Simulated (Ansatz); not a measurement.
System: Se.

Space group R-3; not relaxed (largest force 0.5 eV/Å); the calculation finds a residual pressure of about 3 GPa at this fixed cell.

```
Se
1.0
    11.36200    0.00000    0.00000
    -5.68100    9.83978    0.00000
     0.00000    0.00000    4.42900
Se
18
Direct
  0.49354 0.86894 0.78712
  0.82688 0.53560 0.45378
  0.16021 0.20227 0.12045
  0.79773 0.95794 0.12045
  0.13106 0.62461 0.78712
  0.46440 0.29127 0.45378
  0.04206 0.83979 0.12045
  0.37539 0.50646 0.78712
  0.70873 0.17312 0.45378
  0.83979 0.79773 0.87955
  0.17312 0.46440 0.54622
  0.50646 0.13106 0.21288
  0.53560 0.70873 0.54622
  0.86894 0.37539 0.21288
  0.20227 0.04206 0.87955
  0.29127 0.82688 0.54622
  0.62461 0.49354 0.21288
  0.95794 0.16021 0.87955
```

All numbers below come from DFT PBE, scalar-relativistic, plane waves, PAW in Ansatz.

Question: What makes up the frontier states of this crystal?

Answer: It is gapped, with a Kohn–Sham gap of 1.2 eV on the k-point mesh.
- The top of the valence band: Se 4p (over 95 %) by Löwdin projection on a minimal orbital set.
- The bottom of the conduction band: Se 4p (90 %) and Se 4s (10 %) by Löwdin projection on a minimal orbital set.

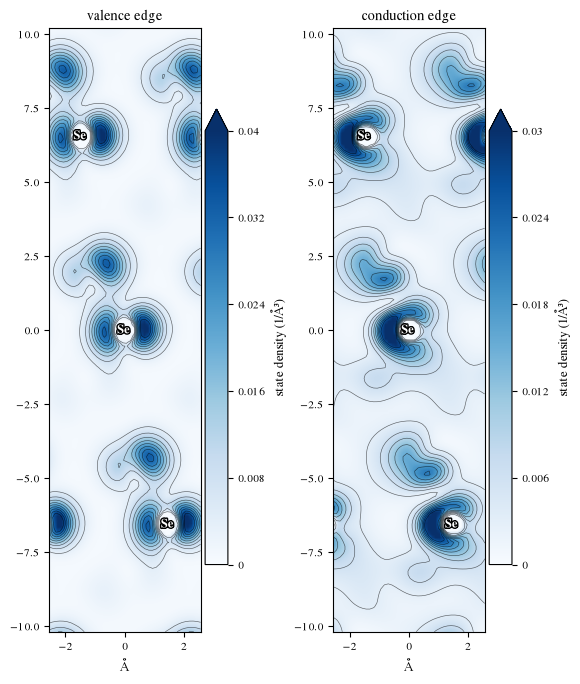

Computed densities of these states (windows −0.6 to 0.0 eV and +1.2 to +1.8 eV about the valence-band maximum) on the (110) plane of the conventional cell.

Core electrons are frozen (PAW), so the fields are smoothed inside the atomic spheres.

The run took 29 s on 2 threads of Arm Neoverse N1, on a shared host, peak memory 0.6 GiB.
